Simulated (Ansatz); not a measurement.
# Calculations on Li

Part 1: Relaxation

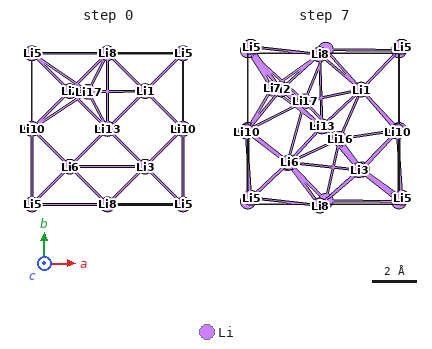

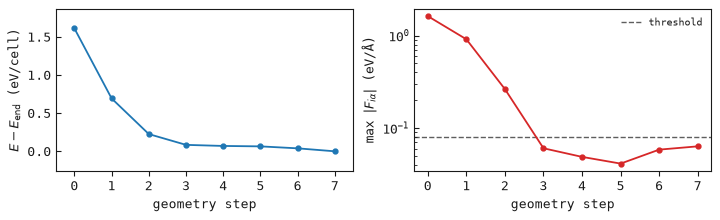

First and last geometry of a relaxation of a defect cell of composition Li, with the history of the run. The picture is a ball-and-stick view of the cell of the calculation (origin shifted), seen along the c axis.

It is an interstitial Li in bcc Li. The run prepares the start of a later molecular dynamics calculation, from a guessed geometry.

These are results of Ansatz 0.2.0, DFT PBE-D3(BJ), scalar-relativistic, plane waves, PAW, not measurements.

Input
```yaml
accuracy: low
crystal:
  lattice:
    - [6.98, 0.0, 0.0]
    - [0.0, 6.98, 0.0]
    - [0.0, 0.0, 6.98]
  atoms:
    - { symbol: Li, position: [0.0, 0.0, 0.0] }
    - { symbol: Li, position: [0.5, 0.0, 0.0] }
    - { symbol: Li, position: [0.0, 0.5, 0.0] }
    - { symbol: Li, position: [0.0, 0.0, 0.5] }
    - { symbol: Li, position: [0.25, 0.25, 0.25] }
    - { symbol: Li, position: [0.5, 0.5, 0.0] }
    - { symbol: Li, position: [0.5, 0.0, 0.5] }
    - { symbol: Li, position: [0.75, 0.25, 0.25] }
    - { symbol: Li, position: [0.0, 0.5, 0.5] }
    - { symbol: Li, position: [0.25, 0.75, 0.25] }
    - { symbol: Li, position: [0.25, 0.25, 0.75] }
    - { symbol: Li, position: [0.5, 0.5, 0.5] }
    - { symbol: Li, position: [0.75, 0.75, 0.25] }
    - { symbol: Li, position: [0.75, 0.25, 0.75] }
    - { symbol: Li, position: [0.25, 0.75, 0.75] }
    - { symbol: Li, position: [0.75, 0.75, 0.75] }
    - { symbol: Li, position: [0.6218933, -0.0045152, 0.7471981] }
basis:
  ecutwfc: 420.0
kpoints:
  mp_grid: { grid: [2, 2, 2] }
hamiltonian:
  xc: pbe
  dispersion: d3bj
scf:
  occupations: { method: fermi_dirac, width: 0.1 }
  lower_state_search: "off"
relax:
  f_tol: 0.08
  max_steps: 25
  adjacent_minimum: "off"
```

Run as
```bash
ansatz run input.yaml --threads 1 --pin off --max-ram 3072MiB --backend cpu --events-out ev --progress --plain --runs-dir out
```

> What do the curves and the structures tell?

It converged. The energy falls by 1.612 eV per cell of the calculation in 7 geometry steps. Largest force component: 1.6 eV/Å at the start, 0.064 eV/Å at the end. Li16 moves most: 0.88 Å roughly along [3 −2 0]. The cell doesn't change. Among the contacts that change: Li7–Li16 3.022 → 4.498 Å, Li2–Li16 3.022 → 4.006 Å, Li7–Li14 3.022 → 3.776 Å, Li12–Li17 3.958 → 3.244 Å. Among the angles between lasting bonds that change: Li7–Li17–Li16 103.2° → 136.1°, Li15–Li17–Li16 84.1° → 104.6°, Li2–Li17–Li14 99.9° → 80.7°. Cost: 25 s on 1 thread of Arm Neoverse V2, with other jobs on the host, peak memory 0.46 GiB.

Limits of the set-up: the k-point mesh is coarse for a cell with partly filled bands; the program's low-accuracy preset was used; the periodic images lie only 7.0 Å apart, so the values are limited by the cell's size.

Part 2: Dynamics

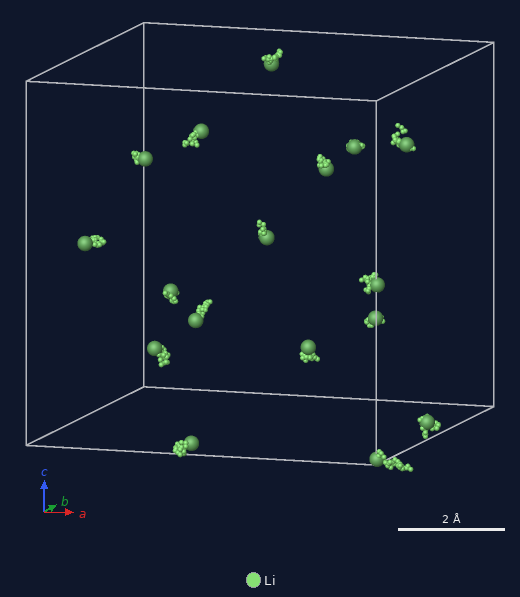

Molecular dynamics of Li with an interstitial Li (17 atoms in the cell), 200 fs long. Dots mark each atom's position at evenly spaced times, in the colour of its element; spheres stand at the starting positions. Seen slightly off an axis in the simulation cell.

Method: Ansatz 0.2.0, DFT PBE-D3(BJ), scalar-relativistic, plane waves, PAW. Run with plane-wave cutoff 420 eV; k-point mesh 2 × 2 × 2; Fermi-Dirac smearing 0.1 eV; low-accuracy preset; Langevin thermostat (NVT); set temperature 1200 K; time step 1 fs; friction 1 per fs.

> Describe the motion.

In the second half of the run the atoms are, in the root-mean-square, this far from where they began (common drift taken out): Li 0.29 Å. That is small against the typical shortest distance between atoms in the first frame, about 2.7 Å: the atoms vibrate about their sites and the arrangement holds. The friction is so strong that the slow modes are overdamped, and the motion no longer resembles free dynamics.

Limits of the set-up: the k-point mesh is coarse for a cell with partly filled bands; the program's low-accuracy preset was used; the periodic images lie only 7.0 Å apart, so the values are limited by the cell's size.

Cost: 10 min on 1 thread of Arm Neoverse V2, with other jobs on the host, peak memory 0.53 GiB.

Part 3: Dynamics

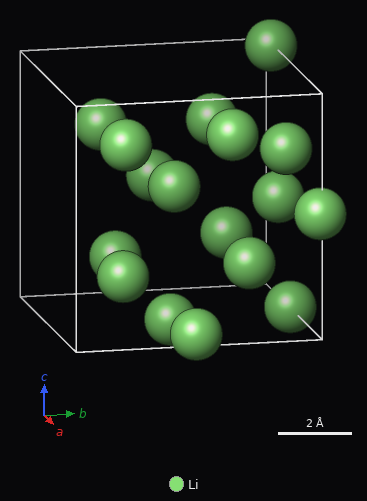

Starting frame of a dynamics run of Li with an interstitial Li (17 atoms in the cell). It starts from the last geometry of an earlier run, with fresh velocities. The picture is a spheres-only view of the simulation cell, seen slightly off an axis.

All numbers below come from DFT PBE-D3(BJ), scalar-relativistic, plane waves, PAW (Ansatz 0.2.0).

Input file:
```yaml
accuracy: low
crystal:
  lattice:
    - [6.98, 0.0, 0.0]
    - [0.0, 6.98, 0.0]
    - [0.0, 0.0, 6.98]
  atoms:
    - { symbol: Li, position: [0.10456946, -0.00918624, -0.00810454] }
    - { symbol: Li, position: [0.46159006, -0.01213788, 0.00920006] }
    - { symbol: Li, position: [-0.01145873, 0.48553702, 0.04252669] }
    - { symbol: Li, position: [-0.02910597, -0.00671714, 0.50251139] }
    - { symbol: Li, position: [0.29920394, 0.31376032, 0.21133998] }
    - { symbol: Li, position: [0.53347494, 0.48440604, 0.00038323] }
    - { symbol: Li, position: [0.4193336, -0.05158194, 0.44933829] }
    - { symbol: Li, position: [0.71185921, 0.2514001, 0.2263705] }
    - { symbol: Li, position: [0.00853319, 0.52976505, 0.46569743] }
    - { symbol: Li, position: [0.26288829, 0.77345531, 0.27714682] }
    - { symbol: Li, position: [0.260226, 0.26398464, 0.74309573] }
    - { symbol: Li, position: [0.51032968, 0.50493756, 0.53509186] }
    - { symbol: Li, position: [0.71466423, 0.76366134, 0.25611233] }
    - { symbol: Li, position: [0.77233754, 0.24828655, 0.77520262] }
    - { symbol: Li, position: [0.22191614, 0.72398319, 0.73177353] }
    - { symbol: Li, position: [0.8392196, 0.66692642, 0.81081947] }
    - { symbol: Li, position: [0.64457581, -0.07135403, 0.69803772] }
basis:
  ecutwfc: 420.0
kpoints:
  mp_grid: { grid: [2, 2, 2] }
hamiltonian:
  xc: pbe
  dispersion: d3bj
scf:
  occupations: { method: fermi_dirac, width: 0.1 }
  lower_state_search: "off"
md:
  timestep: 1
  n_steps: 300
  ensemble: nvt_nose_hoover
  temperature: 1680.0
  initial_velocities: maxwell_boltzmann
  seed: 15982
  nose_hoover: { tau: 100.0, chain_length: 5 }
```

Command:
```bash
ansatz run input.yaml --threads 1 --pin off --max-ram 3072MiB --backend cpu --events-out ev --progress --plain --runs-dir out
```

> What does the trajectory do?

The mean temperature in the second half is 1729 K (standard deviation 210 K). The potential energy in the second half lies on average 110 meV per atom above the first frame. In the second half of the run the atoms are, in the root-mean-square, this far from where they began (common drift taken out): Li 1.92 Å. That is a large part of the typical shortest distance between atoms in the first frame, about 2.5 Å and still growing: the atoms leave their places as in a liquid.

Along the run (each row but the first and the last is the mean over the interval that it begins):

```csv
time (fs),potential energy (meV/atom),T (K)
0.0,0.0,1680
50.0,68.3,1289
100.0,98.2,1366
150.0,110.0,1629
200.0,98.2,1865
250.0,120.2,1694
300.0,125.3,1637
```

The paths of the atoms:

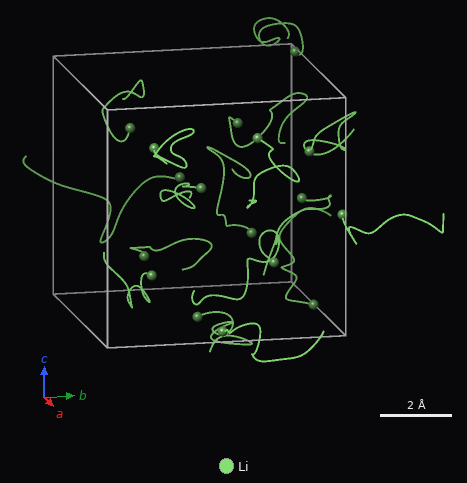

Limits of the set-up: the k-point mesh is coarse for a cell with partly filled bands; the program's low-accuracy preset was used; the periodic images lie only 7.0 Å apart, so the values are limited by the cell's size.

The run took 14 min on 1 thread of Arm Neoverse V2, with other jobs on the host, peak memory 0.51 GiB.
